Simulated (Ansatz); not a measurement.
Ge

Input file:

```
crystal:
  lattice:
    - [7.8471783449, 0.0083390659, -0.015779261]
    - [-1.9581836647, 3.4452247695, 0.0029929939]
    - [-0.0129552034, -0.0018047305, 6.6055143265]
  atoms:
    - { symbol: Ge, position: [0.1593795892, 0.6570642352, -0.0021095104] }
    - { symbol: Ge, position: [0.3294281417, 0.3307005111, 0.4957065399] }
    - { symbol: Ge, position: [0.1664127106, 0.6617894433, 0.3693620891] }
    - { symbol: Ge, position: [0.3408094971, 0.3289727058, 0.8744371493] }
    - { symbol: Ge, position: [0.669933594, 0.6715468857, -0.0017706271] }
    - { symbol: Ge, position: [0.8297029386, 0.3199730539, 0.4949046282] }
    - { symbol: Ge, position: [0.6653449254, 0.6665113077, 0.3744138267] }
    - { symbol: Ge, position: [0.8391333073, 0.35759772, 0.8774184138] }
kpoints:
  mp_grid: { grid: [6, 6, 4] }
hamiltonian:
  xc: pbesol
scf:
  occupations: { method: fermi_dirac, width: 0.05 }
relax:
  f_tol: 0.01
  cell: {}
  max_steps: 120
output:
  write_density: true
  write_potential: true
  elf: true
  volumetric_format: npy
```

Run with:

```sh
ansatz run input.yaml --threads 2 --pin off --max-ram 2211MiB --backend cpu --events-out ev --progress --plain --runs-dir out
```

The fields are those of the run's last geometry, not of the input's.

Space group Cmcm; started from the lonsdaleite (2H) prototype, which need not be the ambient phase; changed on purpose from its base cell (shaken).

Method: DFT, PBEsol, plane waves, PAW (Ansatz).

In a PAW calculation such maps are meaningful between the atoms, not at the nuclei.

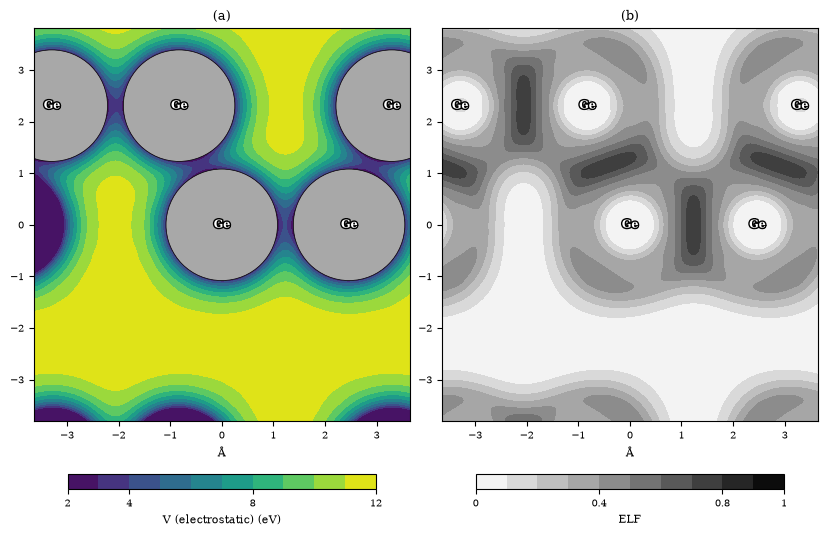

Figure 1. (a) electrostatic potential (local pseudopotential plus Hartree) felt by an electron; (b) electron localisation function on the (11̄0) plane of the calculation cell. Grey discs cover the atomic cores in the potential map.

### Interpret the plot.

- The section cuts through Ge sites.
- Ge–Ge (2.45 Å): the ELF peaks at about 0.75 between the atoms (a shared electron pair).
- Outside the cores the potential energy rises away from the atoms and is highest about 2.6 Å from the nearest atoms; its zero is arbitrary.

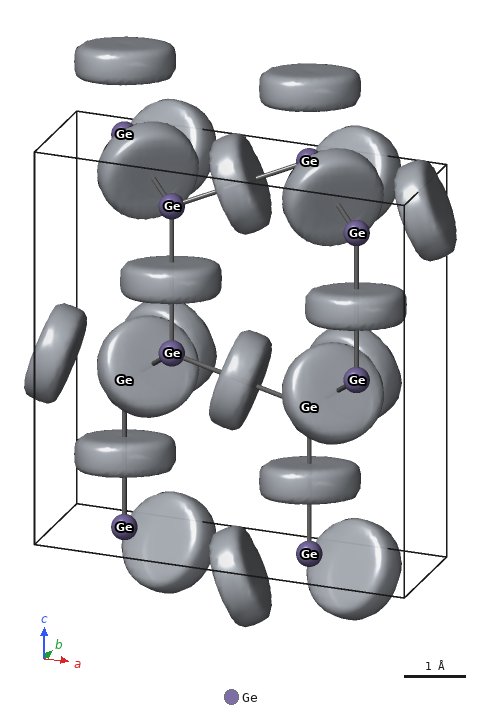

Figure 2. Isosurface of the electron localisation function at 0.55 (grey), seen slightly off an axis. Only the valence region is drawn (cores and ρ < 0.01 e/Å³ removed). Sticks mark near contacts.

### What do the ELF domains correspond to?

The ELF exceeds this value in 16 regions between bonded Ge–Ge atoms (shared pairs), counted in one cell of 8 atoms. Regions shared between cells count once.
